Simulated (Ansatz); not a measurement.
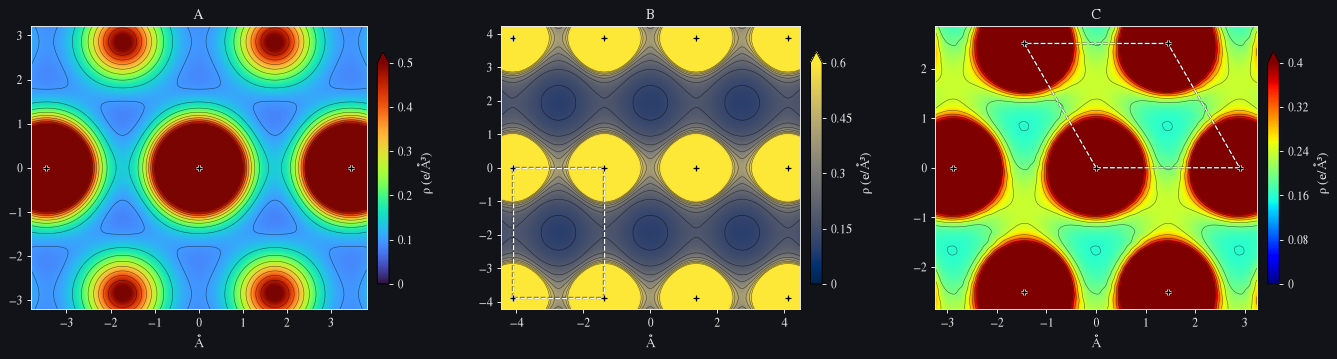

The valence electron density of 3 systems, each on a plane through atoms (crosses mark nuclei in the plane).

Method: Ansatz 0.2.0, DFT, PBE, plane waves (420 eV) with PAW, scalar-relativistic.

System 1: Sb, the (100) plane of the conventional cell. Space group P6₃/mmc; set up as Sb, hcp; a generated structure, not necessarily the stable one; changed on purpose from its base cell (volume × 1.08); computed pressure about −4 GPa in this cell.

```cif
data_structure
_symmetry_space_group_name_H-M 'P 1'
_symmetry_Int_Tables_number 1
_cell_length_a 3.4563
_cell_length_b 3.4563
_cell_length_c 5.7233
_cell_angle_alpha 90.000
_cell_angle_beta 90.000
_cell_angle_gamma 120.000
_cell_volume 59.21
loop_
_atom_site_label
_atom_site_type_symbol
_atom_site_fract_x
_atom_site_fract_y
_atom_site_fract_z
_atom_site_occupancy
Sb1 Sb 0.33333 0.66667 0.25000 1
Sb2 Sb 0.66667 0.33333 0.75000 1
```

System 2: Ti, the (001) plane of the conventional cell. Space group P6₃/mmc; set up as Ti, dhcp; a generated structure, not necessarily the stable one; changed on purpose from its base cell (volume × 0.96); computed pressure about 5 GPa in this cell; computed without spin polarisation.

System 3: Ta, the (110) plane of the conventional cell. Space group Pm-3m; set up as Ta, simple cubic; a generated structure, not necessarily the stable one; changed on purpose from its base cell (volume × 1.0); computed without spin polarisation.

> Match each panel to its system.

Panel A is system 1, Sb: the plane holds Sb. Sb–Sb (3.46 Å): the density is about 0.14 e/Å³ at the midpoint. Panel B is system 3, Ta: the plane holds Ta. Ta–Ta (2.74 Å): ρ is about 0.4 e/Å³ halfway. Panel C is system 2, Ti: the plane holds Ti.
